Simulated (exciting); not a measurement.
# TiAl: 7 runs along one coordinate

System: TiAl (Pm-3m, 2 atoms in the cell).
Method: Kohn-Sham DFT of a periodic cell, PBEsol, all-electron LAPW+lo, shipped species files, no spin polarisation (exciting sodium).

The 7 runs differ only in the geometry, by an even scaling of the cell at fixed fractional positions. The structure derives from a Materials Project entry.

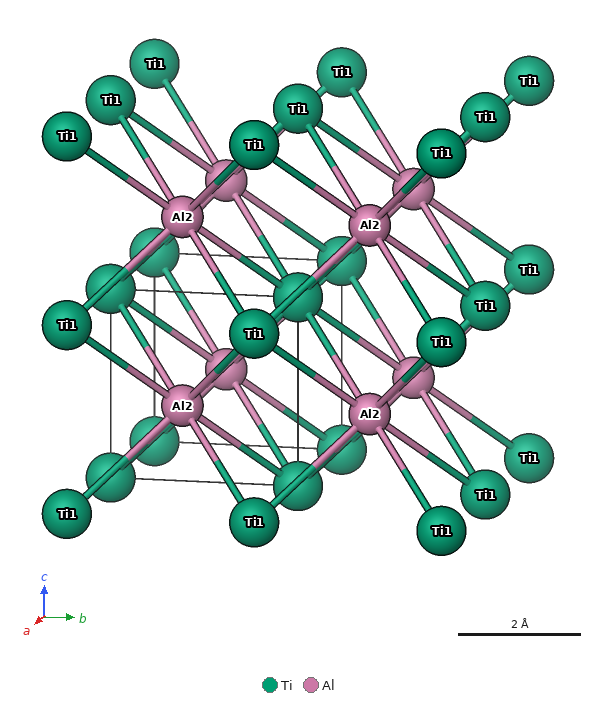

Figure 1. The structure of run 4 (ball-and-stick view of the cell of the calculation, repeated 2 × 2 × 2, seen slightly off an axis; atoms are numbered from 1 in the order of the input).

**Input of run 4**
```
<input>
  <title>TiAl</title>
  <structure speciespath="./" tshift="false">
    <crystal scale="1">
      <basevect>6.007560292657 0.000000000000 0.000000000000</basevect>
      <basevect>0.000000000000 6.007560292657 0.000000000000</basevect>
      <basevect>0.000000000000 0.000000000000 6.007560292657</basevect>
    </crystal>
    <species speciesfile="Ti.xml" rmt="2">
      <atom coord="0.000000000000 0.000000000000 0.000000000000"/>
    </species>
    <species speciesfile="Al.xml" rmt="2">
      <atom coord="0.500000000000 0.500000000000 0.500000000000"/>
    </species>
  </structure>
  <groundstate do="fromscratch" ngridk="8 8 8" rgkmax="9" gmaxvr="14" lmaxapw="10" lmaxmat="10" lmaxvr="8" xctype="GGA_PBE_SOL" stype="Fermi Dirac" swidth="0.00183747" nempty="14" ValenceRelativity="iora*" epsengy="1e-05" epspot="1e-05" maxscl="60" tforce="true" outputlevel="normal"/>
</input>
```

Command:
```bash
OMP_NUM_THREADS=1 exciting_smp
```

Lattice vectors (Å) and fractional positions of run 4:
```
   3.179064    0.000000    0.000000
   0.000000    3.179064    0.000000
   0.000000    0.000000    3.179064
Ti  0.000000  0.000000  0.000000
Al  0.500000  0.500000  0.500000
```

Run 2 has the same physical settings and fractional positions; its lattice vectors (Å) are:
```
   3.136098    0.000000    0.000000
   0.000000    3.136098    0.000000
   0.000000    0.000000    3.136098
```

**Results, with one run withheld**

```tsv
run	volume per atom (Å³)	free energy per atom, from the lowest run given (meV)
1	15.101	10.04
2	15.422	?
3	15.743	0.00
4	16.065	2.57
5	16.386	9.39
6	16.707	20.20
7	17.028	34.61
```

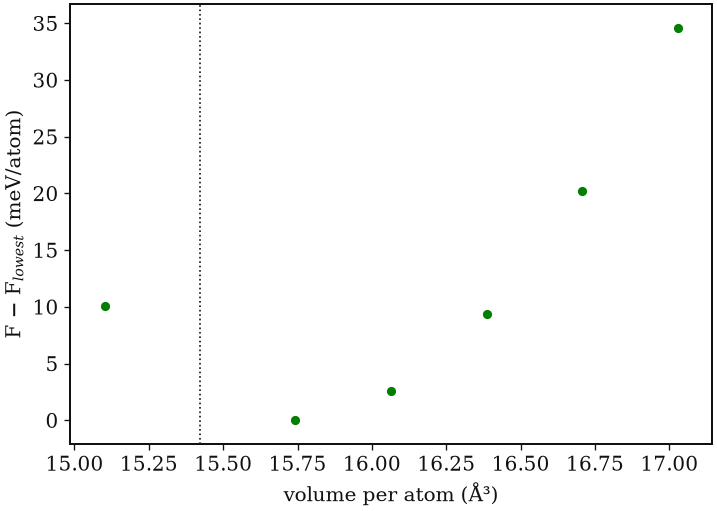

Figure 2. Free energy per atom of the runs given; the dotted line marks run 2.

What should run 2 give?

A cubic polynomial in V^(−2/3) (the Birch–Murnaghan form), fitted to the 6 runs given, misses them by at most 0.04 meV per atom. With x = V^(−2/3) − 0.15651 Å⁻², it reads F = 3.9526 − 2848 x + 5.1622e+05 x² − 92966 x³ (meV per atom). At run 2 it gives 2.36 meV per atom, and the run itself gives 2.34. The fit has its minimum at 15.732 Å³ per atom, where V d²F/dV² gives 118 GPa: the bulk modulus at this level, since symmetry fixes the shape and the positions.

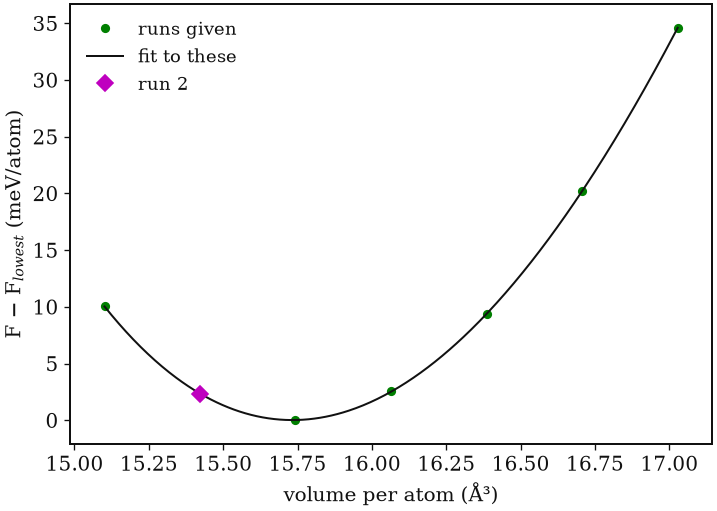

Figure 3. The fit and the withheld run.

**Some lines of the output (run 2)**
```
[...]
 Absolute change in total energy   (target) :  0.467230E-03  ( 0.100000E-04)
 Total energy                               :     -1095.23697855
 Fermi energy                               :         0.34220068
 DOS at Fermi energy (states/Ha/cell)       :        76.82036237
 Absolute change in total energy   (target) :  0.247270E-04  ( 0.100000E-04)
 Total energy                               :     -1095.23697630
 Fermi energy                               :         0.34220071
 DOS at Fermi energy (states/Ha/cell)       :        76.82038348
 Absolute change in total energy   (target) :  0.224541E-05  ( 0.100000E-04)
 Total energy                               :     -1095.23697526
 DOS at Fermi energy (states/Ha/cell)       :        76.82038994
 Absolute change in total energy   (target) :  0.104462E-05  ( 0.100000E-04)
 Total energy                               :     -1095.23697635
 DOS at Fermi energy (states/Ha/cell)       :        76.82038387
```
